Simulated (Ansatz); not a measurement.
Consider AlRu.

Input

```
crystal:
  lattice:
    - [-3.0040847246, 0.0, -3.0040847246]
    - [0.0, -3.0040847246, -3.0040847246]
    - [-3.0040847246, -3.0040847246, 0.0]
  atoms:
    - { symbol: Al, position: [0.4750339931, 0.5249660069, 0.5249660069] }
    - { symbol: Al, position: [0.0249660069, -0.0249660069, -0.0249660069] }
    - { symbol: Ru, position: [0.25, 0.25, 0.25] }
    - { symbol: Ru, position: [0.75, 0.75, 0.75] }
basis:
  ecutwfc: 420
kpoints:
  mp_grid: { grid: [18, 18, 18] }
hamiltonian:
  xc: pbe
scf:
  occupations: { method: gaussian, width: 0.15 }
output:
  forces: true
  stress: true
  eigenvalues: true
  write_density: true
  write_potential: true
  elf: true
  volumetric_format: npy
```

Command:

```sh
ansatz run input.yaml --threads 2 --pin off --max-ram 5120MiB --backend cpu --events-out ev --progress --plain --runs-dir out
```

Below, planes, directions and counts refer to the conventional cell (a = 4.25 Å, b = 4.25 Å, c = 6.01 Å, α = 90.00°, β = 90.00°, γ = 90.00°).

Space group I4/mmm; not relaxed (largest force 1.7 eV/Å); computed pressure about 2 GPa in this cell; computed without spin polarisation.

Level of theory: DFT PBE, scalar-relativistic, plane waves, PAW in Ansatz.

Question: What will maps of the valence pseudo-density and electron localisation function show?

Answer: Al–Ru (2.52 Å): ρ at the midpoint is about 0.4 e/Å³; the ELF is about 0.40 at the midpoint.
Al–Al (2.70 Å): ρ is about 0.26 e/Å³ halfway; the ELF reaches about 0.50 near the midpoint.
Al–Ru (2.69 Å): the density is about 0.3 e/Å³ at the midpoint; the ELF is about 0.35 at the midpoint; no localised pair shows between them.

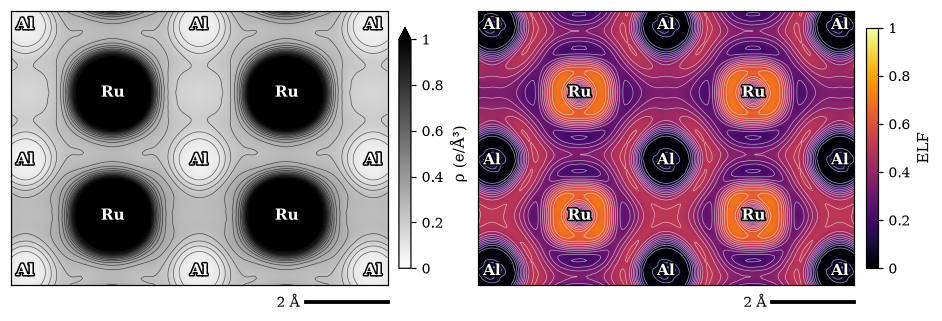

Computed valence pseudo-density and electron localisation function on the (010) plane of the conventional cell, in this order. 

The density is the valence pseudo-density of a PAW calculation; it isn't the true density close to the nuclei.
